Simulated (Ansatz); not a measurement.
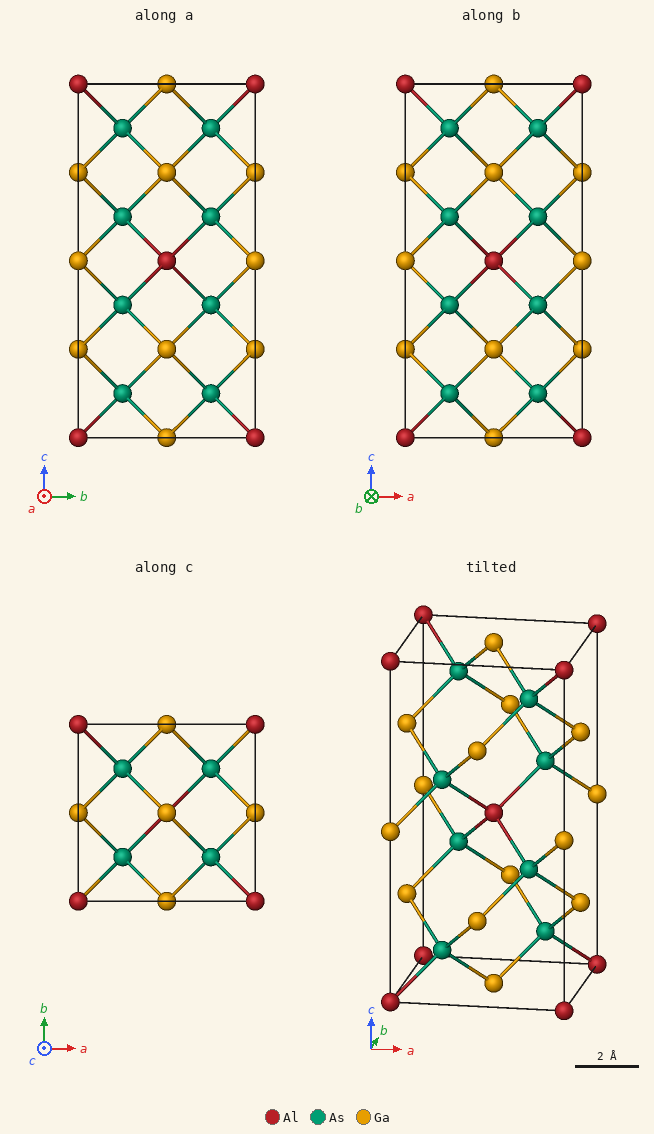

An orthographic ball-and-stick view of the structure, along the a axis, along the b axis, along the c axis and slightly off an axis. Thin lines show the conventional unit cell, with boundary atoms drawn in all their periodic places.

Lattice parameters: a = 5.6704 Å, b = 5.6704 Å, c = 11.3410 Å, α = 90.000°, β = 90.000°, γ = 90.000°.

**Convert the drawing into a CIF in P1 with every atom of the cell.**

```cif
data_structure
_symmetry_space_group_name_H-M 'P 1'
_symmetry_Int_Tables_number 1
_cell_length_a 5.6704
_cell_length_b 5.6704
_cell_length_c 11.3410
_cell_angle_alpha 90.000
_cell_angle_beta 90.000
_cell_angle_gamma 90.000
_cell_volume 364.65
loop_
_atom_site_label
_atom_site_type_symbol
_atom_site_fract_x
_atom_site_fract_y
_atom_site_fract_z
_atom_site_occupancy
Al1 Al 0.0000 0.0000 0.0000 1
As1 As 0.2500 0.2500 0.1249 1
Ga1 Ga 0.0000 0.5000 0.2500 1
As2 As 0.2500 0.7500 0.3751 1
Ga2 Ga 0.5000 0.5000 0.0000 1
As3 As 0.7500 0.7500 0.1249 1
Ga3 Ga 0.5000 0.0000 0.2500 1
As4 As 0.7500 0.2500 0.3751 1
Al2 Al 0.5000 0.5000 0.5000 1
As5 As 0.7500 0.7500 0.6249 1
Ga4 Ga 0.5000 0.0000 0.7500 1
As6 As 0.7500 0.2500 0.8751 1
Ga5 Ga 0.0000 0.0000 0.5000 1
As7 As 0.2500 0.2500 0.6249 1
Ga6 Ga 0.0000 0.5000 0.7500 1
As8 As 0.2500 0.7500 0.8751 1
```

Origin of the cell: a structure type filled with these elements by a generator (whether the compound takes this form wasn't checked). The final geometry of a relaxation with Ansatz, DFT, r2SCAN, plane waves, PAW is shown.
